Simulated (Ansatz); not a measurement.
# Bilayer T-SnS2 in a field along the normal: induced dipole (PBEsol)

A gate puts a field across bilayer T-SnS2. How large is the induced dipole, and what happens to the gap?

All values are computed: Ansatz 0.2.0, PBEsol, plane waves, no spin–orbit coupling; sawtooth field with a dipole correction, atoms held at their zero-field places, cell area 11.47 Å². The field is the one in the vacuum. Energy changes count from the zero-field run.

```
field (V/Å)  dipole (e·Å)  energy change (meV)  gap on the path (eV)
       0.05         0.031                 -0.8                  1.41
        0.1         0.062                 -3.1                  1.41
        0.2             ?                    ?                     ?
        0.3         0.185                -27.7                  1.37
        0.4         0.246                -49.3                  1.34
```

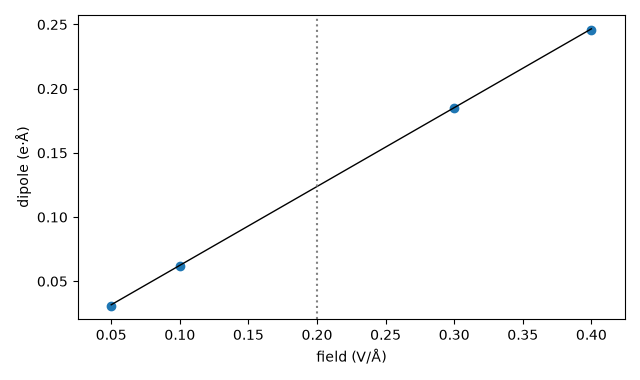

The shown rows (points), the fit (line) and the place of the withheld row (dotted).

**Fit.** A least-squares line through the shown values, as rounded, is dipole = 0.001 + 0.614 × field (V/Å); it misses them by 0.001 e·Å at most. The fit misses the rows by 0.000 e·Å on average, and their plain mean by 0.084 e·Å, so the fit does better. The slope is the electronic polarisability of the cell, α = 0.614 e·Å²/V. It also sets the energy, −αF²/2 for a sheet without a dipole of its own: -49.1 meV at 0.4 V/Å. From the weakest to the strongest field the gap on the path changes by -0.07 eV, since the field shifts the levels of one sheet against the other.

**The withheld row.** The prediction is 0.001 + 0.614 × (0.2) = 0.124 e·Å. The run gave dipole 0.123 e·Å, energy change -12.3 meV, gap on the path 1.39 eV. The miss in dipole is -0.001 e·Å, within the scatter of the fitted rows. The mean of the shown rows would have missed by -0.008 e·Å.

Ions don't move, so the lattice part of the screening is missing; semilocal functionals overestimate polarisabilities somewhat.

[Logs are printed without paths, hosts, clocks, repeated set-up lines and the standing remarks that a program may print on its own settings, such as how far it seeks lower states.]
